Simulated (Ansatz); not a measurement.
## Single-point calculation of ZnS

ZnS (P6₃/mmc, 4 atoms in the cell), computed with DFT, PBE, plane waves, PAW, no spin polarisation (Ansatz 0.2.0).

The structure was built on a prototype by a generator. Some settings of this run were made unusual or wrong on purpose. The geometry comes from this level: r2SCAN. Figures and captions count atoms from 1; the log counts them from 0 in places.

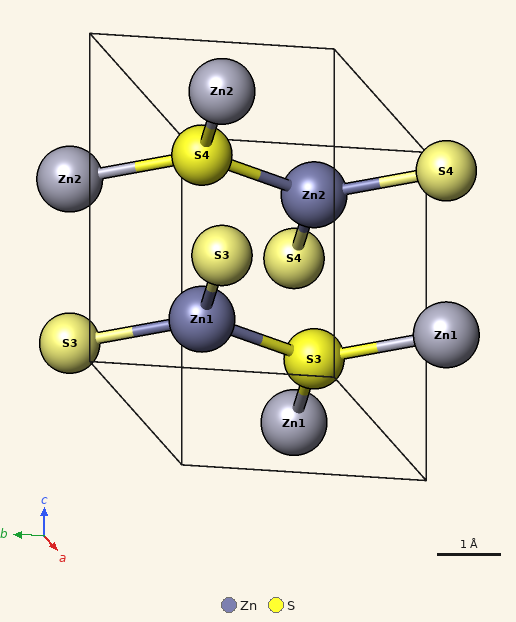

*The structure (ball-and-stick view of the cell of the calculation, seen at an oblique angle; neighbours outside the cell are drawn fainter; atoms are numbered from 1 in the order of the input). An atom can appear more than once, as a periodic image.*

### Input
```yaml
crystal:
  lattice:
    - [3.9463727133, 0.0, 0.0]
    - [-1.9731863567, 3.4176590225, 0.0]
    - [0.0, 0.0, 5.8800538628]
  atoms:
    - { symbol: Zn, position: [0.3333333333, 0.6666666667, 0.25] }
    - { symbol: Zn, position: [0.6666666667, 0.3333333333, 0.75] }
    - { symbol: S, position: [0.6666666667, 0.3333333333, 0.25] }
    - { symbol: S, position: [0.3333333333, 0.6666666667, 0.75] }
kpoints:
  mp_grid: { grid: [1, 1, 8] }
hamiltonian:
  xc: pbe
scf:
  occupations: { method: fixed }
  n_extra_bands: 5
output:
  forces: true
  stress: true
  eigenvalues: true
```

Command:
```bash
ansatz run input.yaml --threads 4 --pin off --max-ram 3686MiB --backend cpu --events-out ev --progress --plain --runs-dir out
```

### The program's output
```
scf.n_extra_bands = 5 over 18 filled bands (N_el = 36.0): the run solves 23 bands
Engine: ansatz 0.2.0, aarch64-unknown-linux-gnu
Pseudopotentials: kind: paw
Pseudopotential: Zn, paw, valence charge 12, recommended cutoff 420 eV (normal), Zn.paw.azcp
Pseudopotential: S, paw, valence charge 6, recommended cutoff 420 eV (normal), S.paw.azcp
Functional definition: PBE
  parameter kappa = 0.804
  parameter beta = 0.06672455060314922
  exchange = pbe_x(kappa = kappa, mu = beta*pi^2/3)
  correlation = pbe_c(beta = beta)
Crystal: 4 atoms, lattice volume = 79.306 Å³
Basis set: ecut = 420 eV, 1567 PW (Γ), exchange–correlation on 54×54×80 points (8 copies of the dense FFT grid, shifted against one another)
Bands: 23, of which v1, the nominal top of the filled ones, is band 18 counted from 1 (17 counted from 0)
Symmetry: 24 space group operations
Space group: P63/mmc (ITA 194), of the structure as read, at distance tolerance 4.3e-5 Å
k-points: 5 of 8
Non-local potential: Zn, projectors of the file, l = 0: 2, l = 1: 2, l = 2: 3, l = 3: 1
Non-local potential: S, projectors of the file, l = 0: 2, l = 1: 2, l = 2: 2
PAW form: soft (Blöchl's): semilocal exchange-correlation on the pseudo side does not see the compensation charge
PAW one-centre angular grid: Zn, 590 points (default); XC on 64 Gauss nodes
PAW one-centre angular grid: S, 110 points (default); XC on 64 Gauss nodes
Initial density: superposition of atomic densities (neutral atoms: chi_scale 0, normalization atom), corrected by the library's trained network
Initial wavefunctions: pseudopotential atomic-orbital guess
Functional: x = pbe(κ = 0.804, μ = 0.2195149727645171), c = pbe(β = 0.06672455060314922)
SCF iter   1: F=—  HF=-8433.293719 eV  |F-HF|=—  |Δ(HF+E_count)|=         —  Δρ=4.73e-2  dr2=1.70e0  ethr=1.77e-3  ⟨swp⟩=4.0  Hψ=467  notcnv=0  defer=15
preconditioner: auto → Resta (q_TF=auto, 2.392 Å⁻¹)  ε∞=7.4  [insulator: Δε(μ)=1.447 eV  Ē_g=9.868 eV  n_scr=22 (ndim 8)  ℏωp=25.0 eV  f_vac=0.057  ε∞_Penn≈7.4]
SCF iter   2: F=—  HF=-8432.864455 eV  |F-HF|=—  |Δ(HF+E_count)|=   4.29e-1  Δρ=2.34e-2  dr2=4.18e-1  ethr=1.77e-3  ⟨swp⟩=2.4  Hψ=230  notcnv=0  defer=15
SCF iter   3: F=—  HF=-8432.786650 eV  |F-HF|=—  |Δ(HF+E_count)|=   7.78e-2  Δρ=8.57e-3  dr2=3.58e-2  ethr=1.16e-3  ⟨swp⟩=2.0  Hψ=207  notcnv=0  defer=15
SCF iter   4: F=—  HF=-8432.778538 eV  |F-HF|=—  |Δ(HF+E_count)|=   8.11e-3  Δρ=2.81e-3  dr2=6.36e-3  ethr=9.96e-5  ⟨swp⟩=2.0  Hψ=245  notcnv=0  defer=15
SCF iter   5: F=—  HF=-8432.781219 eV  |F-HF|=—  |Δ(HF+E_count)|=   2.68e-3  Δρ=9.75e-4  dr2=1.17e-3  ethr=1.77e-5  ⟨swp⟩=2.0  Hψ=200  notcnv=0  defer=15
SCF iter   6: F=—  HF=-8432.782312 eV  |F-HF|=—  |Δ(HF+E_count)|=   1.09e-3  Δρ=1.85e-4  dr2=4.47e-5  ethr=3.26e-6  ⟨swp⟩=2.0  Hψ=210  notcnv=0  defer=15
SCF iter   7: F=—  HF=-8432.782356 eV  |F-HF|=—  |Δ(HF+E_count)|=   4.42e-5  Δρ=3.94e-5  dr2=1.75e-6  ethr=1.24e-7  ⟨swp⟩=2.0  Hψ=210  notcnv=0  defer=5
SCF iter   8: F=-8432.782360 eV  HF=-8432.782360 eV  |F-HF|=1.30e-7  |Δ(HF+E_count)|=   3.65e-6  Δρ=7.68e-6  dr2=5.62e-8  ethr=2.78e-10  ⟨swp⟩=7.8  Hψ=703  notcnv=0
SCF 1 converged in 8 iterations: F = -8432.782360 eV  dr2 = 5.62e-8
  greatest PAW one-centre occupation: 0.989 electrons in one spin orbital (limit 2), on the Zn atom at site 1 (counted from 0), in its partial waves of l = 2
```

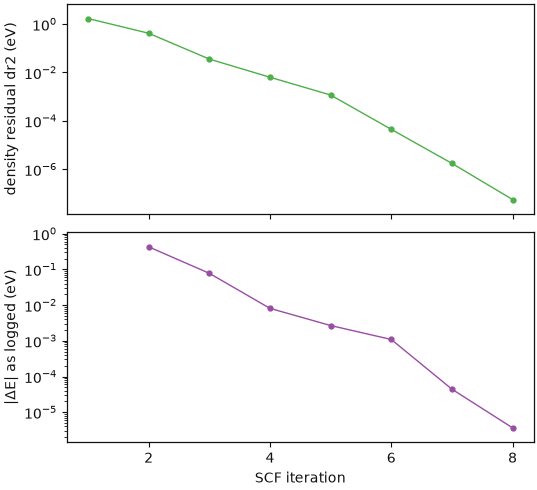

*Convergence of the self-consistent field: density residual dr2 and size of the energy change against the SCF iteration.*

The residual falls at every step.

```
SCF converged after 8 iterations
Free energy (F): -8432.782360 eV
Harris-Foulkes:  -8432.782360 eV  (|F-HF|=1.30e-7)
Internal energy: -8432.782360 eV  (E = F + TS)
E sigma→0 (E₀):  -8432.782360 eV
Fermi energy:    6.559903 eV
--- Per-component energies (eV) ---
  E_band       = 31.538285
  E_kinetic    = 498.017070
  E_local      = -4119.629982  (includes V_loc(G=0)·N_el)
  E_nonlocal   = 1300.284578
  E_hartree    = 1731.303330
  E_xc         = -469.155760
  E_vxc        = -279.744625  (∫ρ·V_xc dr)
  E_paw        = -4872.388949  (= ΣΔE_a)
  E_vpaw       = -829.989677  (= ΣTr[D̂ρ^β])
  E_aug_tail   = -0.000760  (compensation charges beyond the density's cutoff)
  E_ewald      = -2501.211887
  E_smearing   = -0.000000  (= −TS)
  E_closure    = -0.000000  (closes the sum)
  Σ components = -8432.782360   (vs F -8432.782360, Δ=0.00e0)
--- Forces (eV/Å), atoms counted from 1 ---
  atom   1  Zn    -0.00000000     0.00000000    -0.00000000
  atom   2  Zn    -0.00000000    -0.00000000     0.00000000
  atom   3  S      0.00000000    -0.00000000    -0.00000000
  atom   4  S      0.00000000     0.00000000     0.00000000
  max |Σ_I F_I| component: 6.20e-25 eV/Å
--- Stress (GPa, compression-positive) ---
       39.478758      -0.000000      -0.000000
       -0.000000      39.478758      -0.000000
       -0.000000      -0.000000       3.588680
  P = ⅓ Tr σ = 27.5154 GPa (275.154 kbar)
--- Band table (eV; the first three rows and the last of 5) ---
  k-point 0: bands = ["-6.6299", "-5.4879", "-0.5965", "-0.5965", "-0.5740", "-0.5740", "-0.2881", "-0.2337", "-0.2337", "-0.1304", "-0.1304", "0.2001", "1.7991", "5.3639", "5.3639", "6.2503", "6.2503", "6.5599", "7.5208", "8.2408", "11.8558", "11.8558", "13.2288"]
  k-point 1: bands = ["-6.5926", "-5.5388", "-0.5974", "-0.5974", "-0.5771", "-0.5771", "-0.2928", "-0.2276", "-0.2276", "-0.1327", "-0.1327", "0.1010", "2.0296", "5.3960", "5.3960", "6.2054", "6.2155", "6.2155", "7.6060", "8.5797", "11.8580", "11.8580", "13.1106"]
  k-point 2: bands = ["-6.4841", "-5.6800", "-0.5993", "-0.5993", "-0.5845", "-0.5845", "-0.3028", "-0.2117", "-0.2117", "-0.1399", "-0.1399", "-0.0757", "2.5795", "5.4882", "5.4882", "5.5246", "6.1164", "6.1164", "7.8636", "9.1103", "11.8892", "11.8892", "12.8233"]
  k-point 4: bands = ["-6.1051", "-6.1051", "-0.5983", "-0.5983", "-0.5983", "-0.5983", "-0.2827", "-0.2827", "-0.1699", "-0.1699", "-0.1699", "-0.1699", "4.0224", "4.0224", "5.7971", "5.7971", "5.7971", "5.7971", "8.8270", "8.8270", "12.1975", "12.1975", "12.1975"]
```

### Outcome

```tsv
quantity	value
outcome	converged
space group (tolerance 0.01 Å)	P6₃/mmc (194)
electrons treated	36
free energy	−8432.7824 eV
Fermi energy	6.560 eV
gap on the k-point mesh	0.96 eV
pressure	27.52 GPa
largest force (length of the vector)	under 0.001 eV/Å
hardware	4 threads of Arm Neoverse V1, 112 GiB of memory available, shared host
peak memory	0.32 GiB
```

### Diagnosis

Some settings of this run were drawn to be unusual or wrong. It converged; results that depend on the unusual settings are not reference values. So coarse a mesh can miss the band edges, so the true gap of this method can be much smaller, or zero.
